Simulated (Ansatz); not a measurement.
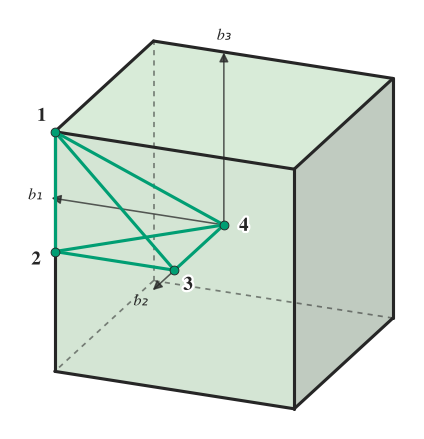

For Na, coordinates from a relaxation with Ansatz 0.2.0, DFT, LDA (PW92), plane waves (420 eV) with PAW, scalar-relativistic; the starting structure was generated, so it need not be a known form of this composition: the first Brillouin zone of a simple cubic lattice (cP; extended symbol cP2) is drawn with its special points numbered. All values are computed from the atomic coordinates in the standard setting (tolerance 0.002 Å).

a = 6.455 Å, b = 6.455 Å, c = 6.455 Å, α = 90.00°, β = 90.00°, γ = 90.00°.

Labels and path follow the convention of Hinuma et al. (2017), as computed by seekpath; the arrows show the directions of the reciprocal primitive vectors b₁, b₂, b₃, in which coordinates are given.

Give the label and coordinates of each numbered point.

| no. | label | coordinates |
| --- | --- | --- |
| 1 | R | (1/2, 1/2, 1/2) |
| 2 | M | (1/2, 1/2, 0) |
| 3 | X | (0, 1/2, 0) |
| 4 | Γ | (0, 0, 0) |
